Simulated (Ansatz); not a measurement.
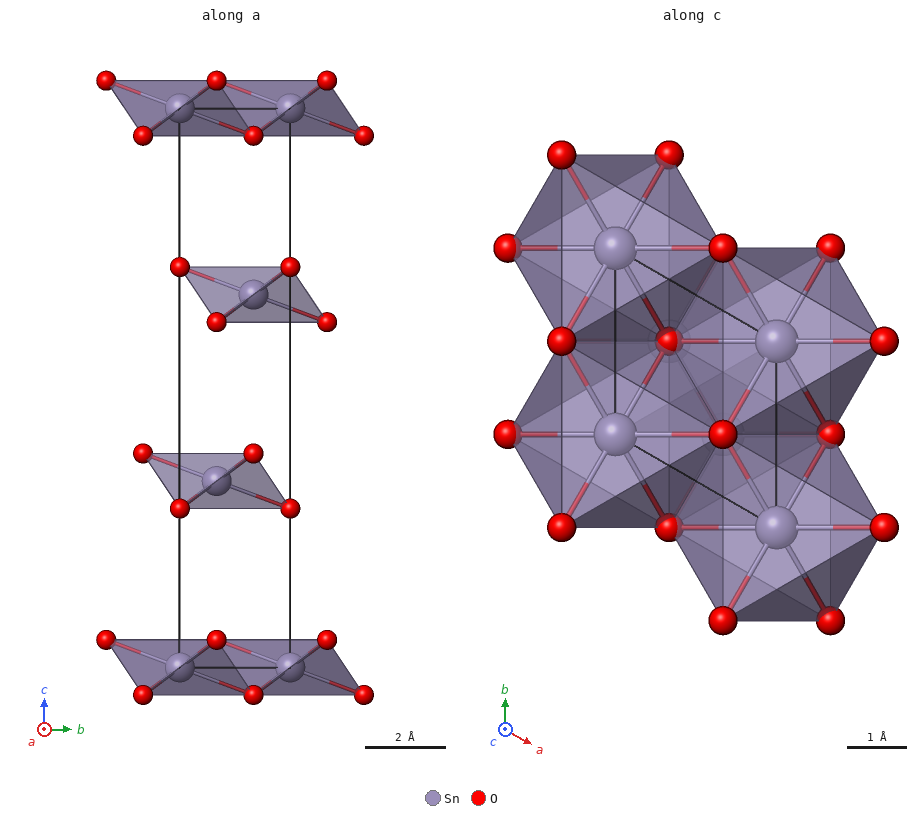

The figure gives a polyhedral picture of the atoms, viewed along the a axis and along the c axis. Thin lines show the conventional unit cell, with boundary atoms drawn in all their periodic places. Some atoms of the next cells are drawn as well.

SnO$_{2}$, space group R-3m (No. 166), a = 3.20 Å, b = 3.20 Å, c = 14.05 Å, α = 90.00°, β = 90.00°, γ = 120.00°.

All computed values are from DFT PBE, scalar-relativistic, plane waves, PAW in Ansatz 0.2.0. Settings: wavefunction cutoff 420 eV, k-points about 0.19 Å⁻¹ apart, Gaussian smearing of 0.02 eV, no spin polarisation.

### Is it conducting or gapped at this level?

A semiconductor at this level, with a gap of 2.48 eV on the k-mesh (the true edges may lie between mesh points, so the gap can be somewhat smaller).

### Which way would the volume go on relaxing?

The computed pressure is 40.6 GPa (compressed: it would expand). The stress isn't hydrostatic: its largest component is 47.2 GPa.

The model was built from a structure listed in the Materials Project. The cell was then strained or its atoms displaced on purpose. An electronic-structure calculation with Ansatz was run on it.

At this level of theory the cell isn't at rest (compressed, at 41 GPa and forces up to 5.3 eV/Å), so its distances can differ from those at equilibrium, the more so the softer the solid.
